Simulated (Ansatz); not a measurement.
## Two runs on GaN

System: GaN (Fm-3m, 2 atoms in the cell).
Method of the first run: Kohn-Sham DFT of a periodic cell, BLYP, Ansatz PAW, no spin polarisation (Ansatz 0.2.0).

The structure derives from a Materials Project entry. Text and figures count atoms from 1; the logs count them from 0 in places.

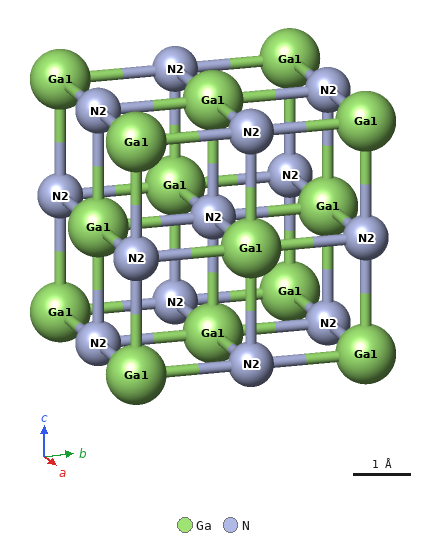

The starting structure (ball-and-stick view of the cell 4 times as large as that of the calculation, set on its symmetry axes, seen slightly off an axis; atoms are numbered from 1 in the order of the input). An atom can appear more than once, as a periodic image.

The input, the first run:
```yaml
crystal:
  lattice:
    - [0.0, 2.135235, 2.135235]
    - [2.135235, 0.0, 2.135235]
    - [2.135235, 2.135235, 0.0]
  atoms:
    - { symbol: Ga, position: [0.0, 0.0, 0.0] }
    - { symbol: "N", position: [0.5, 0.5, 0.5] }
hamiltonian:
  xc: blyp
  pseudopotentials: { kind: paw }
kpoints:
  mp_grid: { grid: [11, 11, 11] }
scf:
  occupations: { method: fermi_dirac, width: 0.05 }
output:
  forces: true
  stress: true
  eigenvalues: true
relax:
  f_tol: 0.01
  max_steps: 40
  cell: { stress_tol: 0.05 }
```

Command:
```bash
ansatz run input.yaml --threads 2 --pin off --max-ram 5632MiB --backend cpu --events-out ev --progress --plain --runs-dir out
```

Hardware: 2 threads of Arm Neoverse V2, 24 GiB of memory available, shared host.

Output, shortened to warnings, some set-up lines, iterations and results (the first run):
```
Basis set: ecut = 420 eV, 339 PW (Γ), exchange–correlation on 48×48×48 points (8 copies of the dense FFT grid, shifted against one another)
Symmetry: 48 space group operations
k-points: 56 of 1331
Initial density: superposition of atomic densities (neutral atoms: chi_scale 0, normalization atom), corrected by the library's trained network
[...]
SCF iter   1: F=—  HF=-4177.903783 eV  |F-HF|=—  |Δ(HF+E_count)|=         —  Δρ=2.21e-2  dr2=8.25e-2  ethr=1.77e-3  ⟨swp⟩=4.4  Hψ=3673  notcnv=0
SCF iter   2: F=—  HF=-4177.882547 eV  |F-HF|=—  |Δ(HF+E_count)|=   2.12e-2  Δρ=7.24e-3  dr2=9.67e-3  ethr=4.58e-4  ⟨swp⟩=2.0  Hψ=1394  notcnv=0
SCF iter   3: F=—  HF=-4177.880032 eV  |F-HF|=—  |Δ(HF+E_count)|=   2.52e-3  Δρ=6.48e-4  dr2=5.32e-5  ethr=5.37e-5  ⟨swp⟩=2.1  Hψ=1116  notcnv=0
SCF iter   4: F=—  HF=-4177.880034 eV  |F-HF|=—  |Δ(HF+E_count)|=   2.00e-6  Δρ=3.96e-4  dr2=1.27e-5  ethr=2.95e-7  ⟨swp⟩=2.0  Hψ=1221  notcnv=0
SCF iter   5: F=-4177.880031 eV  HF=-4177.880031 eV  |F-HF|=5.21e-9  |Δ(HF+E_count)|=   3.11e-6  Δρ=3.82e-5  dr2=9.84e-8  ethr=7.05e-8  ⟨swp⟩=2.0  Hψ=1050  notcnv=0
[... 48 lines ...]
SCF iter   6: F=-4177.898124 eV  HF=-4177.898124 eV  |F-HF|=9.09e-13  |Δ(HF+E_count)|=  9.09e-13  Δρ=8.07e-9  dr2=5.97e-15  ethr=1.00e-12  ⟨swp⟩=1.0  Hψ=728  notcnv=0
SCF iter   7: F=-4177.898124 eV  HF=-4177.898124 eV  |F-HF|=0.00e0  |Δ(HF+E_count)|=  9.09e-13  Δρ=4.79e-10  dr2=1.32e-17  ethr=1.00e-12  ⟨swp⟩=1.0  Hψ=728  notcnv=0
SCF iter   8: F=-4177.898124 eV  HF=-4177.898124 eV  |F-HF|=1.82e-12  |Δ(HF+E_count)|=  9.09e-13  Δρ=1.51e-10  dr2=1.37e-18  ethr=1.00e-12  ⟨swp⟩=2.0  Hψ=2018  notcnv=0
SCF 7 converged in 8 iterations: F = -4177.898124 eV  dr2 = 1.37e-18
relax step   7: F+E_penalty+E_count = -4177.89812413 eV  Δ(F+E_penalty+E_count) = -1.797e-4 eV  max|allowed force component| = 3.665e-30 eV/Å  Δτ_max = 0.0000 Å  P = +0.009 …
basis re-selected at this cell: Δ(F+E_penalty+E_count) = -1.797e-4 eV, ΔP = +0.002 GPa vs the last step (what re-selecting the basis moved, of the pressure what is left beyond the Pulay correction that the steps carried, after the strain that the cell walked since its last selection, with what the …
SCF converged after 8 iterations
Free energy (F): -4177.898124 eV
Harris-Foulkes:  -4177.898124 eV  (|F-HF|=1.82e-12)
Internal energy: -4177.897307 eV  (E = F + TS)
E sigma→0 (E₀):  -4177.897716 eV
Entropy (-TS):   -0.000817 eV (-0.408 meV/atom)
Fermi energy:    12.506955 eV
--- Per-component energies (eV) ---
  E_band       = 33.029530
  E_kinetic    = 246.677453
  E_local      = -1724.527941  (includes V_loc(G=0)·N_el)
  E_nonlocal   = 473.412524
  E_hartree    = 805.474358
  E_xc         = -125.772751
  E_vxc        = -130.021384  (∫ρ·V_xc dr)
  E_paw        = -2137.298979  (= ΣΔE_a)
  E_vpaw       = -443.459810  (= ΣTr[D̂ρ^β])
  E_aug_tail   = -0.000028  (compensation charges beyond the density's cutoff)
  E_ewald      = -1715.880424
  E_core_change = 0.018480  (= ΣΔE_core)
  E_smearing   = -0.000817  (= −TS)
  E_closure    = -0.000000  (closes the sum)
  Σ components = -4177.898124   (vs F -4177.898124, Δ=0.00e0)
--- Forces (eV/Å), atoms counted from 1 ---
  atom   1  Ga    -0.00000000     0.00000000     0.00000000
  atom   2  N      0.00000000    -0.00000000    -0.00000000
  max |Σ_I F_I| component: 6.34e-30 eV/Å
--- Stress (GPa, compression-positive) ---
        0.008513       0.000000       0.000000
       -0.000000       0.008513      -0.000000
       -0.000000      -0.000000       0.008513
  P = ⅓ Tr σ = 0.0085 GPa (0.085 kbar)
--- Relaxed structure (5 steps of the walk, 5 accepted, 2 SCFs on fresh bases) ---
  F+E_penalty+E_count = -4177.89812413 eV   max|allowed force component| = 3.665e-30 eV/Å   (the final SCF, on the basis selected at the relaxed cell)
  cell:  # Å, volume = 20.2480 Å³
    - [3.185068621616511e-36, 2.1633041684393706, 2.1633041684393706]
    - [2.1633041684393706, -6.974295081036407e-34, 2.1633041684393706]
    - [2.1633041684393706, 2.1633041684393706, -8.279979553455333e-34]
  atoms:
    - { symbol: Ga, position: [-2.5837843702318083e-36, 2.5837843702437716e-36, 3.523342323056329e-36] }
    - { symbol: N, position: [0.5, 0.5, 0.5] }
```

For the second run the input was changed thus:
```diff
+  dispersion: d4
```

What does this change do to the results?

The total energies belong to different models, so their difference says nothing on which is more stable or more accurate. The gap on the mesh goes from 0.19 to 0.65 eV. The volume per atom goes from 10.12 to 9.42 Å³. The SCF takes 43 iterations over all geometry steps against 44.

Output, shortened to warnings, some set-up lines, iterations and results (the second run):
```
Basis set: ecut = 420 eV, 339 PW (Γ), exchange–correlation on 48×48×48 points (8 copies of the dense FFT grid, shifted against one another)
Symmetry: 48 space group operations
k-points: 56 of 1331
Initial density: superposition of atomic densities (neutral atoms: chi_scale 0, normalization atom), corrected by the library's trained network
[...]
SCF iter   1: F=—  HF=-4179.631634 eV  |F-HF|=—  |Δ(HF+E_count)|=         —  Δρ=2.21e-2  dr2=8.25e-2  ethr=1.77e-3  ⟨swp⟩=4.4  Hψ=3673  notcnv=0
SCF iter   2: F=—  HF=-4179.610399 eV  |F-HF|=—  |Δ(HF+E_count)|=   2.12e-2  Δρ=7.24e-3  dr2=9.67e-3  ethr=4.58e-4  ⟨swp⟩=2.0  Hψ=1394  notcnv=0
SCF iter   3: F=—  HF=-4179.607883 eV  |F-HF|=—  |Δ(HF+E_count)|=   2.52e-3  Δρ=6.48e-4  dr2=5.32e-5  ethr=5.37e-5  ⟨swp⟩=2.1  Hψ=1116  notcnv=0
SCF iter   4: F=—  HF=-4179.607885 eV  |F-HF|=—  |Δ(HF+E_count)|=   2.00e-6  Δρ=3.96e-4  dr2=1.27e-5  ethr=2.95e-7  ⟨swp⟩=2.0  Hψ=1221  notcnv=0
SCF iter   5: F=-4179.607882 eV  HF=-4179.607882 eV  |F-HF|=5.21e-9  |Δ(HF+E_count)|=   3.11e-6  Δρ=3.82e-5  dr2=9.84e-8  ethr=7.05e-8  ⟨swp⟩=2.0  Hψ=1050  notcnv=0
[... 47 lines ...]
SCF iter   5: F=-4179.621687 eV  HF=-4179.621687 eV  |F-HF|=1.82e-12  |Δ(HF+E_count)|=    0.00e0  Δρ=2.94e-8  dr2=3.25e-14  ethr=1.00e-12  ⟨swp⟩=1.0  Hψ=728  notcnv=0
SCF iter   6: F=-4179.621687 eV  HF=-4179.621687 eV  |F-HF|=2.73e-12  |Δ(HF+E_count)|=  9.09e-13  Δρ=1.05e-8  dr2=3.97e-15  ethr=1.00e-12  ⟨swp⟩=1.0  Hψ=728  notcnv=0
SCF iter   7: F=-4179.621687 eV  HF=-4179.621687 eV  |F-HF|=0.00e0  |Δ(HF+E_count)|=  9.09e-13  Δρ=2.03e-9  dr2=1.54e-16  ethr=1.00e-12  ⟨swp⟩=2.6  Hψ=2294  notcnv=0
SCF 7 converged in 7 iterations: F = -4179.621687 eV  dr2 = 1.54e-16
relax step   7: F+E_penalty+E_count = -4179.62168719 eV  Δ(F+E_penalty+E_count) = +8.697e-5 eV  max|allowed force component| = 1.997e-30 eV/Å  Δτ_max = 0.0000 Å  P = -0.003 …
basis re-selected at this cell: Δ(F+E_penalty+E_count) = +8.697e-5 eV, ΔP = -0.002 GPa vs the last step (what re-selecting the basis moved, of the pressure what is left beyond the Pulay correction that the steps carried, after the strain that the cell walked since its last selection, with what the …
SCF converged after 7 iterations
Free energy (F): -4179.621687 eV
Harris-Foulkes:  -4179.621687 eV  (|F-HF|=0.00e0)
Internal energy: -4179.621665 eV  (E = F + TS)
E sigma→0 (E₀):  -4179.621676 eV
Entropy (-TS):   -0.000023 eV (-0.011 meV/atom)
Fermi energy:    13.978370 eV
--- Per-component energies (eV) ---
  E_band       = 53.831405
  E_kinetic    = 249.885345
  E_local      = -1664.234107  (includes V_loc(G=0)·N_el)
  E_nonlocal   = 474.141855
  E_hartree    = 784.757069
  E_xc         = -126.708905
  E_vxc        = -131.323262  (∫ρ·V_xc dr)
  E_paw        = -2137.876816  (= ΣΔE_a)
  E_vpaw       = -444.152429  (= ΣTr[D̂ρ^β])
  E_aug_tail   = -0.000135  (compensation charges beyond the density's cutoff)
  E_ewald      = -1757.816981
  E_disp       = -1.787470  (pairwise vdW)
  E_core_change = 0.018480  (= ΣΔE_core)
  E_smearing   = -0.000023  (= −TS)
  E_closure    = -0.000000  (closes the sum)
  Σ components = -4179.621687   (vs F -4179.621687, Δ=0.00e0)
--- Forces (eV/Å), atoms counted from 1 ---
  atom   1  Ga    -0.00000000     0.00000000    -0.00000000
  atom   2  N      0.00000000    -0.00000000    -0.00000000
  max |Σ_I F_I| component: 3.90e-30 eV/Å
--- Stress (GPa, compression-positive) ---
       -0.003433       0.000000       0.000000
        0.000000      -0.003433      -0.000000
        0.000000       0.000000      -0.003433
  P = ⅓ Tr σ = -0.0034 GPa (-0.034 kbar)
--- Relaxed structure (5 steps of the walk, 5 accepted, 2 SCFs on fresh bases) ---
  F+E_penalty+E_count = -4179.62168719 eV   max|allowed force component| = 1.997e-30 eV/Å   (the final SCF, on the basis selected at the relaxed cell)
  cell:  # Å, volume = 18.8331 Å³
    - [1.9266927332191148e-34, 2.1116938303666424, 2.1116938303666424]
    - [2.1116938303666424, 4.538013883992941e-35, 2.1116938303666424]
    - [2.1116938303666424, 2.1116938303666424, 1.6002652790812714e-34]
  atoms:
    - { symbol: Ga, position: [1.1744474410321792e-36, -9.395579528259023e-37, -2.8186738584804044e-36] }
    - { symbol: N, position: [0.5, 0.5, 0.5] }
```

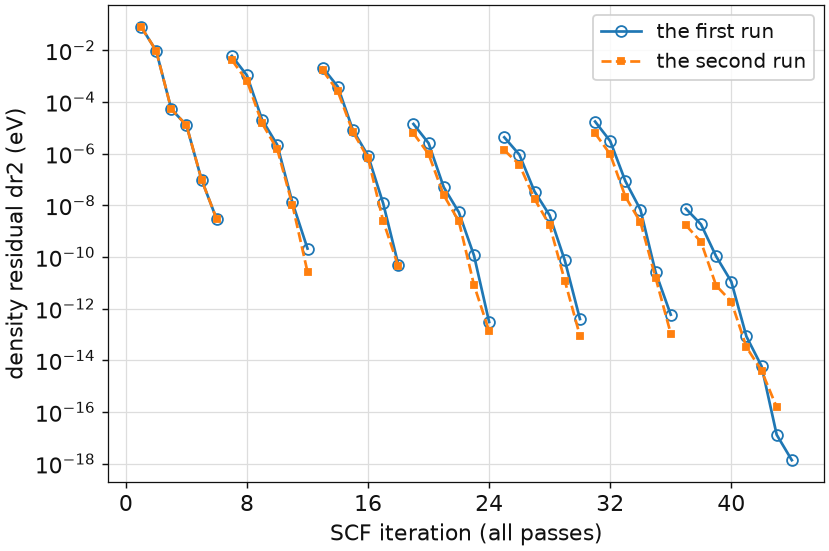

Convergence of the two runs: density residual dr2 against the SCF iteration. A break in a curve parts two SCF passes. The first run takes 44 iterations in all, and the second run takes 43.

The two runs side by side:

```csv
quantity,the first run,the second run
outcome,converged,converged
free energy per atom (eV),−2088.9491,−2089.8108
"energy per atom, smearing taken to zero (eV)",−2088.9489,−2089.8108
gap on the mesh (eV),0.19,0.65
pressure (GPa),0.01,0.00
volume per atom (Å³),10.12,9.42
largest force (eV/Å),0.000,0.000
SCF iterations,44,43
irreducible k-points,56,56
wall time (shared host),4.3 s,5.8 s
```

For both runs: Points of doubt noted for this run: forces on files of another functional.
